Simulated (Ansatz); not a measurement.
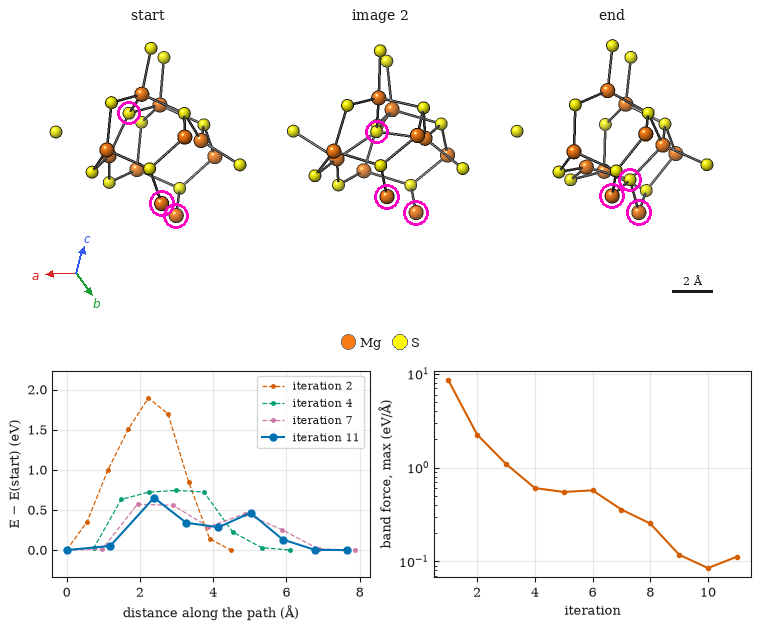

NEB run on a defect cell of composition Mg8S7 (cell charge +2) with an S vacancy (15 atoms in the cell). Images are numbered from 0 (start) to 8 (end). The plot follows the band through its iterations. The picture is a ball-and-stick view of the atoms within 5.0 Å of the middle of the path, seen from a free direction. The atoms that move most are ringed. Bonds to atoms that aren't drawn are left out.

Computed with Ansatz, DFT PBEsol, scalar-relativistic, plane waves, PAW. Set-up: plane-wave cutoff 420 eV; k-point mesh 4 × 4 × 4; Gaussian smearing 0.05 eV; 7 movable images; climbing image; force threshold 0.05 eV/Å; iteration limit 60.

### Judge this run.

The result isn't final. The run hit its time limit after 11 iterations, unconverged. The largest component of the band force went from 8.6 to 0.11 eV/Å. The barrier read from it is provisional, though the highest image hardly moved in the last two iterations. The first iteration put the highest image at 4.67 eV. The two ends have the same energy, and the highest point, image 2, lies 0.65 eV above the start. The profile has 2 maxima (images 2, 5) with a dip at image 4 (+0.28 eV), which on an unconverged band is provisional.

Limits of the set-up: the periodic images lie only 7.6 Å apart, so the values are limited by the cell's size; the cell is charged, on a uniform background, and energies carry no finite-size correction.

The run took 34 min on 4 threads of Arm Neoverse V1 (shared host), peak memory 4.4 GiB.
